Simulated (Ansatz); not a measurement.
Single-point calculation of MnO (part 2 of 2)

MnO (4 atoms in the cell); DFT PBE+U+J, scalar-relativistic, plane waves, PAW, U = 6 eV, J = 0.7 eV on Mn atom 1 d; U = 6 eV, J = 0.7 eV on Mn atom 3 d, spin-polarised (Ansatz 0.2.0); cutoff 420 eV, 7×7×7 k-mesh, Gaussian smearing of 0.05 eV, collinear spins. The structure was built on a prototype by a generator; it need not be a known phase. It belongs to a series of runs on one base structure; here: random orbitals: harmonics, high filling.

Geometry of the input (Å; fractional positions):
```
0.0000  2.4365  2.4365
4.8730  2.4365  2.4365
4.8730  4.8730  0.0000
Mn 0.0000  0.0000  0.0000
O  0.2500  0.2500  0.0000
Mn -0.0000  -0.0000  0.5000
O  0.2500  0.2500  0.5000
```

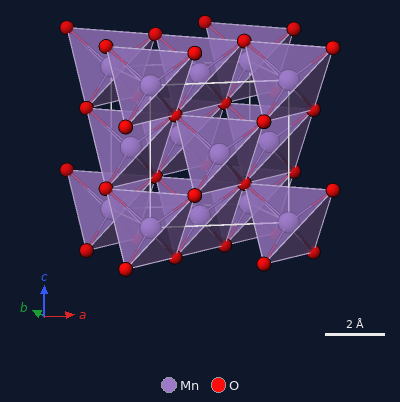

The structure (polyhedral view of the cell 2 times as large as that of the calculation, set on its symmetry axes, seen slightly off an axis; polyhedra are completed across the faces of the cell). An atom can appear more than once, as a periodic image.

What the program printed, continued
```
SCF iter   1: F=—  HF=-8932.445892 eV  |F-HF|=—  |Δ(HF+E_count)|=         —  Δρ=7.18e-2 (↑7.18e-2 ↓7.18e-2)  dr2=9.50e0  dr2_m=8.53e-2  M=0.000 μB ∫|m|=9.348 μB  β_m=1.00  ethr=3.10e-3  ⟨swp⟩=4.8  Hψ=4664  notcnv=0  defer=21
preconditioner: auto → Resta (q_TF=auto, 2.586 Å⁻¹)  ε∞=5.0  [insulator: Δε(μ)=1.508 eV  Ē_g=12.386 eV  σ=0.050 eV  W_gap=1.00  n_scr=20 (ndim 8)  ℏωp=24.9 eV  f_vac=0.000  D(μ)=0.00/eV (n_scr^D=0)  ε∞_Penn≈5.0]
spin=Collinear: Resta preconditioning applied to the charge; magnetization (m = ρ↑ − ρ↓) channel mixes plain (no charge-response kernel on spin).
SCF iter   2: F=—  HF=-8931.287353 eV  |F-HF|=—  |Δ(HF+E_count)|=    1.16e0  Δρ=3.02e-2 (↑3.02e-2 ↓3.02e-2)  dr2=1.82e0  dr2_m=8.82e-2  M=0.000 μB ∫|m|=9.577 μB  β_m=1.00  ethr=3.10e-3  ⟨swp⟩=3.0  Hψ=2958  notcnv=0  defer=162
SCF iter   3: F=—  HF=-8930.890082 eV  |F-HF|=—  |Δ(HF+E_count)|=   3.97e-1  Δρ=1.23e-2 (↑1.23e-2 ↓1.23e-2)  dr2=3.99e-1  dr2_m=8.47e-3  M=0.000 μB ∫|m|=9.645 μB  β_m=1.00  ethr=3.10e-3  ⟨swp⟩=2.1  Hψ=2273  notcnv=0  defer=153
SCF iter   4: F=—  HF=-8930.862575 eV  |F-HF|=—  |Δ(HF+E_count)|=   2.75e-2  Δρ=7.69e-3 (↑7.69e-3 ↓7.69e-3)  dr2=6.20e-2  dr2_m=6.55e-3  M=0.000 μB ∫|m|=9.680 μB  β_m=1.00  ethr=9.51e-4  ⟨swp⟩=2.5  Hψ=1911  notcnv=0  defer=153
SCF iter   5: F=—  HF=-8930.903870 eV  |F-HF|=—  |Δ(HF+E_count)|=   4.13e-2  Δρ=1.93e-3 (↑1.93e-3 ↓1.93e-3)  dr2=3.16e-3  dr2_m=3.71e-4  M=0.000 μB ∫|m|=9.704 μB  β_m=1.00  ethr=1.48e-4  ⟨swp⟩=2.9  Hψ=2643  notcnv=0  defer=153
SCF iter   6: F=—  HF=-8930.902073 eV  |F-HF|=—  |Δ(HF+E_count)|=   1.80e-3  Δρ=1.38e-3 (↑1.38e-3 ↓1.38e-3)  dr2=1.84e-3  dr2_m=1.60e-4  M=0.000 μB ∫|m|=9.708 μB  β_m=0.30  ethr=7.53e-6  ⟨swp⟩=2.0  Hψ=2238  notcnv=0  defer=153
SCF iter   7: F=—  HF=-8930.903486 eV  |F-HF|=—  |Δ(HF+E_count)|=   1.41e-3  Δρ=6.16e-4 (↑6.16e-4 ↓6.16e-4)  dr2=1.71e-4  dr2_m=1.29e-4  M=0.000 μB ∫|m|=9.706 μB  β_m=1.00  ethr=4.38e-6  ⟨swp⟩=2.0  Hψ=2194  notcnv=0  defer=153
SCF iter   8: F=—  HF=-8930.904864 eV  |F-HF|=—  |Δ(HF+E_count)|=   1.38e-3  Δρ=2.32e-4 (↑2.32e-4 ↓2.32e-4)  dr2=5.16e-5  dr2_m=9.63e-6  M=0.000 μB ∫|m|=9.708 μB  β_m=0.30  ethr=4.07e-7  ⟨swp⟩=2.0  Hψ=1958  notcnv=0  defer=153
SCF iter   9: F=—  HF=-8930.904814 eV  |F-HF|=—  |Δ(HF+E_count)|=   5.04e-5  Δρ=1.96e-4 (↑1.96e-4 ↓1.96e-4)  dr2=4.93e-5  dr2_m=6.93e-6  M=0.000 μB ∫|m|=9.707 μB  β_m=0.30  ethr=1.23e-7  ⟨swp⟩=2.1  Hψ=2036  notcnv=0  defer=151
Mixer restart at iter 9: flushing history
spin-set hold released at iteration 9 (settled: charge residual and site-moment steps within their bounds): the magnetisation degrees of freedom join the quasi-Newton model from the next iteration; the mixer history was flushed
SCF iter  10: F=—  HF=-8930.904789 eV  |F-HF|=—  |Δ(HF+E_count)|=   2.49e-5  Δρ=1.61e-4 (↑1.61e-4 ↓1.61e-4)  dr2=1.36e-5  dr2_m=9.96e-6  M=0.000 μB ∫|m|=9.707 μB  β_m=0.65  ethr=1.17e-7  ⟨swp⟩=2.3  Hψ=1887  notcnv=0  defer=151
SCF iter  11: F=—  HF=-8930.904821 eV  |F-HF|=—  |Δ(HF+E_count)|=   3.25e-5  Δρ=1.02e-4 (↑1.02e-4 ↓1.02e-4)  dr2=1.14e-5  dr2_m=2.24e-6  M=0.000 μB ∫|m|=9.706 μB  β_m=0.63  ethr=3.24e-8  ⟨swp⟩=2.0  Hψ=1981  notcnv=0  defer=151
SCF iter  12: F=—  HF=-8930.904819 eV  |F-HF|=—  |Δ(HF+E_count)|=   2.21e-6  Δρ=5.03e-5 (↑5.03e-5 ↓5.03e-5)  dr2=1.29e-6  dr2_m=9.30e-7  M=0.000 μB ∫|m|=9.706 μB  β_m=0.70  ethr=2.73e-8  ⟨swp⟩=2.0  Hψ=1649  notcnv=0  defer=151
SCF iter  13: F=—  HF=-8930.904819 eV  |F-HF|=—  |Δ(HF+E_count)|=   1.51e-7  Δρ=1.58e-5 (↑1.58e-5 ↓1.58e-5)  dr2=7.90e-8  dr2_m=1.08e-7  M=0.000 μB ∫|m|=9.706 μB  β_m=0.70  ethr=2.38e-10  ⟨swp⟩=11.3  Hψ=8743  notcnv=0
Mixer restart at iter 13: flushing history
SCF iter  14: F=—  HF=-8930.904887 eV  |F-HF|=—  |Δ(HF+E_count)|=         —  Δρ=1.19e-5 (↑1.19e-5 ↓1.19e-5)  dr2=2.61e-7  dr2_m=7.94e-10  M=0.000 μB ∫|m|=9.706 μB  β_m=0.70  ethr=1.88e-10  ⟨swp⟩=2.1  Hψ=1909  notcnv=0
SCF iter  15: F=—  HF=-8930.946379 eV  |F-HF|=—  |Δ(HF+E_count)|=   4.15e-2  Δρ=5.41e-4 (↑5.41e-4 ↓5.41e-4)  dr2=4.98e-4  dr2_m=4.97e-5  M=0.000 μB ∫|m|=9.693 μB  β_m=0.63  ethr=1.88e-10  ⟨swp⟩=4.2  Hψ=2796  notcnv=0
SCF iter  16: F=—  HF=-8930.949907 eV  |F-HF|=—  |Δ(HF+E_count)|=   3.53e-3  Δρ=5.57e-4 (↑5.57e-4 ↓5.57e-4)  dr2=3.82e-4  dr2_m=3.12e-5  M=0.000 μB ∫|m|=9.690 μB  β_m=0.69  ethr=1.88e-10  ⟨swp⟩=4.0  Hψ=3563  notcnv=0
SCF iter  17: F=—  HF=-8930.951316 eV  |F-HF|=—  |Δ(HF+E_count)|=   1.41e-3  Δρ=1.29e-4 (↑1.29e-4 ↓1.29e-4)  dr2=8.85e-6  dr2_m=6.88e-6  M=0.000 μB ∫|m|=9.686 μB  β_m=0.82  ethr=1.88e-10  ⟨swp⟩=4.0  Hψ=3010  notcnv=0
SCF iter  18: F=—  HF=-8930.951392 eV  |F-HF|=—  |Δ(HF+E_count)|=   7.65e-5  Δρ=2.74e-5 (↑2.74e-5 ↓2.74e-5)  dr2=1.44e-6  dr2_m=3.10e-8  M=0.000 μB ∫|m|=9.685 μB  β_m=0.83  ethr=1.88e-10  ⟨swp⟩=3.0  Hψ=2476  notcnv=0
SCF iter  19: F=—  HF=-8930.951393 eV  |F-HF|=—  |Δ(HF+E_count)|=   1.19e-6  Δρ=1.60e-5 (↑1.60e-5 ↓1.60e-5)  dr2=2.68e-7  dr2_m=2.87e-8  M=0.000 μB ∫|m|=9.685 μB  β_m=0.84  ethr=1.88e-10  ⟨swp⟩=2.0  Hψ=1977  notcnv=0
iter 20 met the thresholds in force, and the SCF goes on: an eigenvalue changes by 0.08 meV, over its tolerance of 0.06 meV (output.eigenvalues, Limitations)
SCF iter  20: F=-8930.951393 eV  HF=-8930.951393 eV  |F-HF|=1.75e-8  |Δ(HF+E_count)|=   7.00e-8  Δρ=2.68e-6 (↑2.68e-6 ↓2.68e-6)  dr2=1.75e-8  dr2_m=4.71e-10  M=0.000 μB ∫|m|=9.685 μB  β_m=0.92  ethr=1.88e-10  ⟨swp⟩=7.9  Hψ=7149  notcnv=0
SCF iter  21: F=-8930.951393 eV  HF=-8930.951393 eV  |F-HF|=2.75e-9  |Δ(HF+E_count)|=   1.92e-8  Δρ=9.91e-7 (↑9.91e-7 ↓9.91e-7)  dr2=2.57e-9  dr2_m=4.03e-11  M=0.000 μB ∫|m|=9.685 μB  ethr=4.17e-11  ⟨swp⟩=4.8  Hψ=5544  notcnv=0
SCF 1 converged in 21 iterations: F = -8930.951393 eV  dr2 = 2.57e-9
  greatest PAW one-centre occupation: 1.003 electrons in one spin orbital (limit 2), on the Mn atom at site 2 (counted from 0), in its partial waves of l = 1
SCF converged after 21 iterations
an eigenvalue changed by more than its tolerance at an iteration that met the thresholds in force, so the SCF went on 1 time: the last check found none over its tolerance
Magnetization: 0.0000 μB (21.0000 up, 21.0000 down)
Absolute magnetization: 9.6885 μB (∫|ρ↑−ρ↓|, with the PAW one-centre terms)
Spin contamination: 4.9569 ħ² per cell (⟨S²⟩ above its minimum at these occupations)
Per-site moments (μB) at R_I (Å): [(4.127693288319521, 0.8704090424048074), (-2.635142792314178e-16, 0.8704090424048077), (-4.127693288319521, 0.8704090424048077), (3.9119184347535395e-17, 0.8704090424048074)]
Free energy (F): -8930.951393 eV
Harris-Foulkes:  -8930.951393 eV  (|F-HF|=2.75e-9)
Internal energy: -8930.951393 eV  (E = F + TS)
E sigma→0 (E₀):  -8930.951393 eV
Fermi energy:    8.005551 eV
--- Per-component energies (eV) ---
  E_band       = -686.270609
  E_kinetic    = 941.190559
  E_local      = -5385.745444  (includes V_loc(G=0)·N_el)
  E_nonlocal   = 603.439036
  E_hartree    = 2168.283873
  E_xc         = -367.121915
  E_vxc        = -468.675349  (∫ρ·V_xc dr)
  E_hubbard    = 1.423527  (on-site DFT+U / exact-exchange correction)
  E_vhub       = -24.811755  (the Hubbard potential's part of the band-sum identity)
  E_paw        = -2929.819276  (= ΣΔE_a)
  E_vpaw       = -688.237508  (= ΣTr[D̂ρ^β])
  E_aug_tail   = 0.004816  (compensation charges beyond the density's cutoff)
  E_ewald      = -3962.606568
  E_smearing   = -0.000000  (= −TS)
  E_closure    = -0.000000  (closes the sum)
  Σ components = -8930.951393   (vs F -8930.951393, Δ=0.00e0)
--- DFT+U+J on-site energies (Liechtenstein; fll double counting; per corrected site; eV) ---
  site 0 (l=d): U=6.0000  J=0.7000  Tr N=5.2186  E_int=59.925755  E_dc=59.213992  E_U=0.711763
  site 2 (l=d): U=6.0000  J=0.7000  Tr N=5.2186  E_int=59.925755  E_dc=59.213992  E_U=0.711763
--- Specified on-site occupations, and those of the state reported ---
  electrons in the specified blocks: 9.9000 specified, 10.4373 found
  site 0 (l=d) ↓: largest change of an orbital's occupation 0.0477; electrons 0.1000 specified, 0.2510 found; spectral distance 0.0780
  site 2 (l=d) ↑: largest change of an orbital's occupation 0.0477; electrons 0.1000 specified, 0.2510 found; spectral distance 0.0780
  site 2 (l=d) ↓: largest change of an orbital's occupation 0.0287; electrons 4.8500 specified, 4.9677 found; spectral distance 0.0534
  site 0 (l=d) ↑: largest change of an orbital's occupation 0.0287; electrons 4.8500 specified, 4.9677 found; spectral distance 0.0534
--- Forces (eV/Å), atoms counted from 1 ---
  atom   1  Mn     0.00000000     0.00000000    -0.00000000
  atom   2  O      0.00000000     0.00000000    -0.00000000
  atom   3  Mn     0.00000000     0.00000000    -0.00000000
  atom   4  O     -0.00000000     0.00000000    -0.00000000
  max |Σ_I F_I| component: 3.12e-17 eV/Å
--- Stress (GPa, compression-positive) ---
       -2.716231      -0.000000       0.000000
       -0.000000      -1.645077       0.000000
        0.000000       0.000000      -1.645077
  P = ⅓ Tr σ = -2.0021 GPa (-20.021 kbar)
--- Band table (eV; the first three rows and the last of 80) ---
  k-point 0 ↑: bands = ["-72.6717", "-67.6649", "-41.4262", "-41.4143", "-41.4143", "-36.5123", "-36.5089", "-36.5089", "-9.5104", "-9.0156", "2.3093", "2.6266", "2.6266", "2.6748", "3.8286", "5.1594", "5.2521", "5.2521", "6.8539", "7.4049", "7.4049", "8.5380", "12.2155", "13.1647", "13.4937", "14.1007", "14.1007", "14.9292", "17.6052", "19.2035", "20.8209", "20.8209"]
  k-point 1 ↑: bands = ["-72.6716", "-67.6648", "-41.4259", "-41.4165", "-41.4142", "-36.5128", "-36.5111", "-36.5087", "-9.4615", "-9.0181", "2.3263", "2.6497", "2.6569", "2.8148", "3.6899", "4.9137", "5.1884", "5.4138", "6.6947", "7.0212", "7.3676", "9.2298", "12.4141", "13.1395", "13.4724", "14.0614", "14.0790", "15.1366", "17.6182", "18.3482", "20.6125", "20.8622"]
  k-point 2 ↑: bands = ["-72.6715", "-67.6644", "-41.4254", "-41.4212", "-41.4139", "-36.5187", "-36.5112", "-36.5083", "-9.3386", "-9.0348", "2.3016", "2.7042", "2.8543", "3.1635", "3.4421", "4.3849", "4.9623", "5.7230", "6.2374", "6.7462", "7.2706", "10.5195", "12.7015", "13.1756", "13.4509", "13.8849", "14.0048", "15.7201", "16.6195", "17.7114", "19.2786", "19.9915"]
  k-point 39 ↓: bands = ["-72.6705", "-67.6639", "-41.4246", "-41.4244", "-41.4236", "-36.5229", "-36.5228", "-36.5087", "-9.0390", "-9.0159", "2.1544", "2.6490", "3.2692", "3.5316", "3.5963", "4.6249", "5.2526", "5.5937", "5.7226", "5.8363", "6.1693", "11.9282", "12.0235", "13.1919", "13.5343", "13.6909", "14.4330", "14.8909", "17.0681", "18.1342", "18.9546", "19.5393"]
Occupation matrices written to [file]
--- Löwdin populations: 4 sites ---
  site symbol       q [e]    m [muB]
     0     Mn     13.7123     4.7456
     1      O      7.1350     0.0000
     2     Mn     13.7123    -4.7456
     3      O      7.1350     0.0000
  spilling = 0.007273 (of n_electrons = 42.000000)
--- Occupation matrices: 2 shells (run DFT+U table (all-electron-ortho-atomic); ε = 1.03e-4) ---
  Mn0 d_3D: site group Td (-43m); on the run's cell D2d (-42m)
  Mn0 d_3D up     Tr n = 4.9677  λ = 0.989 0.991 0.991 0.998 0.999  [yz 1.00 (T2 1.00) T2(1.00)/B2(1.00) | 2× xz 0.50 (T2 1.00) T2(1.00)/E(1.00) | z2 0.75 (E 1.00) E(1.00)/B1(1.00) | x2-y2 0.75 (E 1.00) E(1.00)/A1(1.00)]
  Mn0 d_3D dn     Tr n = 0.2510  λ = 0.028 0.030 0.063 0.063 0.068  [x2-y2 0.75 (E 1.00) E(1.00)/A1(1.00) | z2 0.75 (E 1.00) E(1.00)/B1(1.00) | 2× xz 0.50 (T2 1.00) T2(1.00)/E(1.00) | yz 1.00 (T2 1.00) T2(1.00)/B2(1.00)]
  specified occupation → Mn0 d_3D up: matrix, ‖Δ‖_F = 0.0534, Tr Δ = -0.1177, displaced = 0.0588, d_λ = 0.0534; orbital distance = 0.0000
  specified occupation → Mn0 d_3D dn: matrix, ‖Δ‖_F = 0.0780, Tr Δ = -0.1510, displaced = 0.0755, d_λ = 0.0780; orbital distance = 0.0000
  Mn2 d_3D: site group Td (-43m); on the run's cell D2d (-42m)
  Mn2 d_3D up     Tr n = 0.2510  λ = 0.028 0.030 0.063 0.063 0.068  [x2-y2 0.75 (E 1.00) E(1.00)/A1(1.00) | z2 0.75 (E 1.00) E(1.00)/B1(1.00) | 2× xz 0.50 (T2 1.00) T2(1.00)/E(1.00) | yz 1.00 (T2 1.00) T2(1.00)/B2(1.00)]
  Mn2 d_3D dn     Tr n = 4.9677  λ = 0.989 0.991 0.991 0.998 0.999  [yz 1.00 (T2 1.00) T2(1.00)/B2(1.00) | 2× xz 0.50 (T2 1.00) T2(1.00)/E(1.00) | z2 0.75 (E 1.00) E(1.00)/B1(1.00) | x2-y2 0.75 (E 1.00) E(1.00)/A1(1.00)]
  specified occupation → Mn2 d_3D up: matrix, ‖Δ‖_F = 0.0780, Tr Δ = -0.1510, displaced = 0.0755, d_λ = 0.0780; orbital distance = 0.0000
  specified occupation → Mn2 d_3D dn: matrix, ‖Δ‖_F = 0.0534, Tr Δ = -0.1177, displaced = 0.0588, d_λ = 0.0534; orbital distance = 0.0000
  Tr n, λ and their labels are of the run-group-symmetrised matrices; stabiliser: 16 of 32 elements of G0×{1,Θ} (closed), max defect 2.3e-15 at τ = 2.2e-5
```

Results in brief

```tsv
quantity	value
outcome	converged
space group (tolerance 0.01 Å)	F-43m (216)
electrons treated	42
free energy	−8930.9514 eV
Fermi energy	8.006 eV
gap on the k-point mesh	1.07 eV
net moment of the cell	0.00 μB
integrated absolute moment	9.69 μB
pressure	−2.00 GPa
largest force (length of the vector)	under 0.001 eV/Å
hardware	2 threads of Intel Xeon @ 2.50GHz (Skylake/Cascade Lake), 16 GiB of memory available, shared host
wall time	9.7 s (CPU time 18 s)
peak memory	0.52 GiB
```
